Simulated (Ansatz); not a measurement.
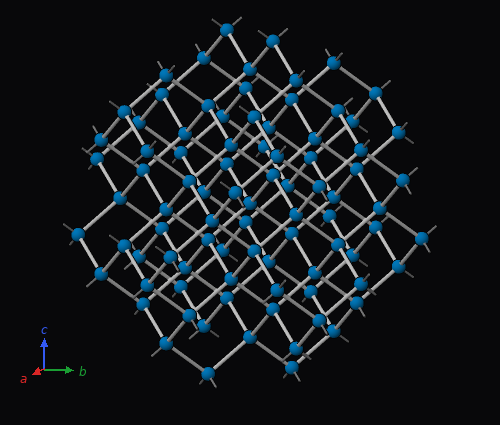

The picture shows a finite piece of the underlying net of a crystal structure, nodes on the atoms' positions. Nodes are coloured by topological kind. Edges to nodes outside the piece are drawn as stubs.

**Classify the net: periodicity, connectivity, name.**

A uninodal 4-connected, three-periodic net. It is the dia net, known from diamond, zinc blende and cristobalite.

**Give point symbol and coordination sequence.**

6^6, sequence 4, 12, 24, 42, 64, 92.

Origin of the net. The compound is KCl (space group F-43m, No. 216), taken as the input geometry of an electronic-structure calculation (not necessarily at equilibrium); the starting structure was generated, so it need not be a known form of this composition. Bonds are taken as Cl–K below 3.4 Å; no other contact counts. Atoms with one bond or none are removed and atoms with two bonds are replaced by edges, until no such atom is left. K and Cl are 4-connected nodes.
